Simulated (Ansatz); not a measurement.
In16P15 (cell charge +1, with a compensating background) (cell with a defect)

```yaml
crystal:
  lattice:
    - [-5.95979, 5.95979, 5.95979]
    - [5.95979, -5.95979, 5.95979]
    - [5.95979, 5.95979, -5.95979]
  atoms:
    - { symbol: In, position: [0.49334, 0.50000, 0.00000] }
    - { symbol: In, position: [0.49943, 0.74943, 0.74888] }
    - { symbol: In, position: [0.50112, 0.00055, 0.50055] }
    - { symbol: In, position: [0.74945, 0.25057, 0.00000] }
    - { symbol: In, position: [0.49943, 0.24888, 0.24943] }
    - { symbol: In, position: [0.74945, 0.50000, 0.75057] }
    - { symbol: In, position: [0.75055, 0.75112, 0.50055] }
    - { symbol: In, position: [0.00057, 0.99945, 0.00000] }
    - { symbol: In, position: [0.75055, 0.00055, 0.25112] }
    - { symbol: In, position: [0.00666, 0.25666, 0.75666] }
    - { symbol: In, position: [0.00057, 0.50000, 0.49945] }
    - { symbol: In, position: [0.25000, 0.74334, 0.00000] }
    - { symbol: In, position: [0.99888, 0.74943, 0.24943] }
    - { symbol: In, position: [0.25000, 0.99945, 0.75057] }
    - { symbol: In, position: [0.25000, 0.25057, 0.49945] }
    - { symbol: In, position: [0.25000, 0.50000, 0.24334] }
    - { symbol: P, position: [0.25000, 0.74747, 0.75067] }
    - { symbol: P, position: [0.25000, 0.00000, 0.50000] }
    - { symbol: P, position: [0.49747, 0.25067, 0.00000] }
    - { symbol: P, position: [0.25000, 0.25067, 0.24747] }
    - { symbol: P, position: [0.49747, 0.50000, 0.75067] }
    - { symbol: P, position: [0.49933, 0.74933, 0.49680] }
    - { symbol: P, position: [0.75000, 0.00000, 0.00000] }
    - { symbol: P, position: [0.49933, 0.99680, 0.24933] }
    - { symbol: P, position: [0.75320, 0.25253, 0.75253] }
    - { symbol: P, position: [0.75000, 0.50000, 0.50000] }
    - { symbol: P, position: [0.00067, 0.74747, 0.00000] }
    - { symbol: P, position: [0.74680, 0.74933, 0.24933] }
    - { symbol: P, position: [0.00253, 0.00320, 0.75253] }
    - { symbol: P, position: [0.00253, 0.25253, 0.50320] }
    - { symbol: P, position: [0.00067, 0.50000, 0.24747] }
```

Computed with Ansatz 0.2.0, DFT PBE, scalar-relativistic, plane waves, PAW.

The density is the valence pseudo-density of a PAW calculation; it isn't the true density close to the nuclei.

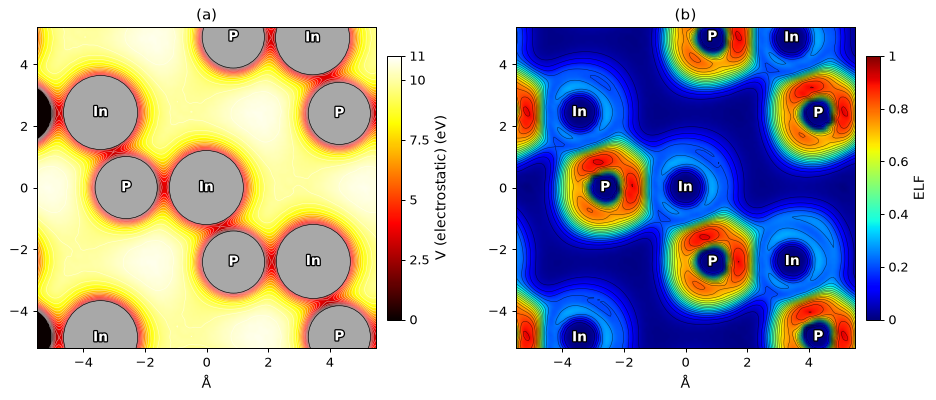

Figure 1. (a) electrostatic potential energy of an electron; (b) electron localisation function on the (010) plane of the calculation cell. Grey discs cover the atomic cores in the potential map.

> Interpret the plot.

The plane passes through In and P nuclei. In–P (2.57 Å): the ELF peaks at about 0.90 in the valence shell of P, 0.9 Å from its nucleus, and is about 0.55 at the midpoint. Outside the cores the potential energy rises away from the atoms and is highest about 2.6 Å from the nearest atoms; its zero is arbitrary.

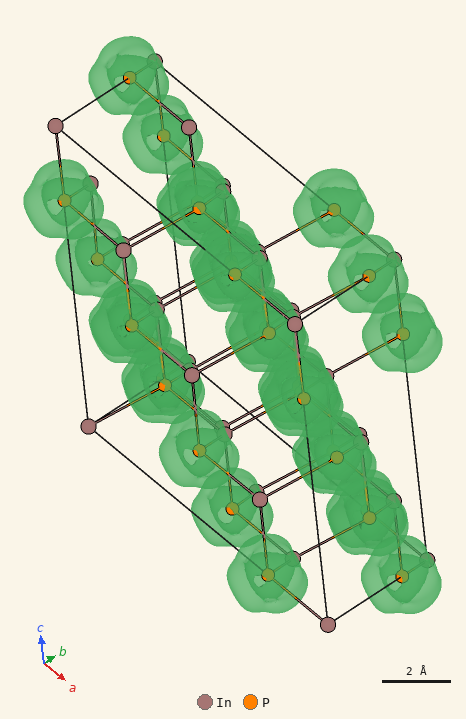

Figure 2. Isosurface of the electron localisation function at 0.75 (green), seen slightly off an axis. Only the valence region is drawn (cores and ρ < 0.01 e/Å³ removed). Sticks mark near contacts.

> Describe the localisation domains.

At this value the surface marks out 15 regions wrapped around P (the valence shell of each), counted in one cell of 31 atoms. Regions shared between cells count once.

> Does the calculation make it a metal, or give it a gap?

It is gapped, with a Kohn–Sham gap of 0.98 eV on the k-point mesh (the band edges may lie off the mesh, which would make the gap smaller).
